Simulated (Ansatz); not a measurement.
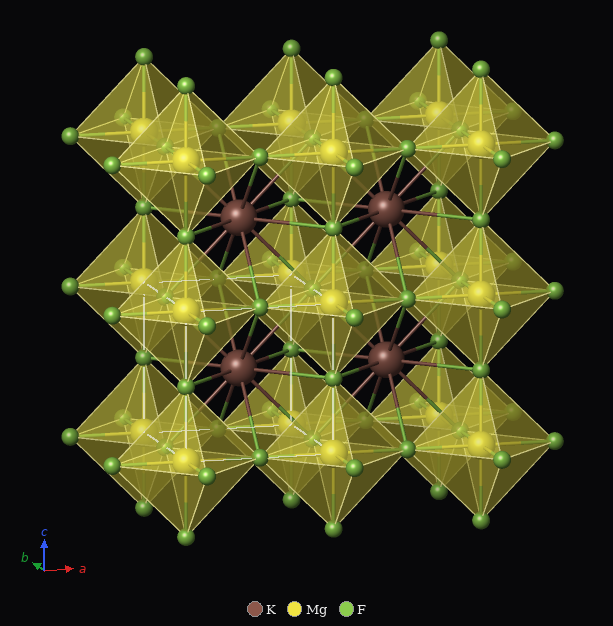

We look at a polyhedral model of the crystal slightly off an axis. The solid frame is a single conventional unit cell within a 2×1×2 block. Some atoms of the next cells are drawn as well. Cell: a = 4.054 Å, b = 4.054 Å, c = 4.054 Å, α = 90.00°, β = 90.00°, γ = 90.00°.

What does the picture show?

Composition: KMgF3. Symmetry: Pm-3m (No. 221), primitive cubic lattice. The structure is of the kind named cubic perovskite. Atoms per cell: 5 (1 K, 1 Mg, 3 F). The polyhedra are MgF6 octahedra; they share corners. K bonds to twelve F in a cuboctahedral arrangement at about 2.9 Å. Each Mg has six F in an octahedral arrangement at about 2.0 Å. Each F has four K and two Mg in a distorted octahedral arrangement (about 2.9 Å to K, 2.0 Å to Mg). The bonds build a three-dimensional framework.

Its origin is a structure listed in the Materials Project. Earlier steps of the study may have refined or changed the cell and positions. It was the input of a calculation with Ansatz.
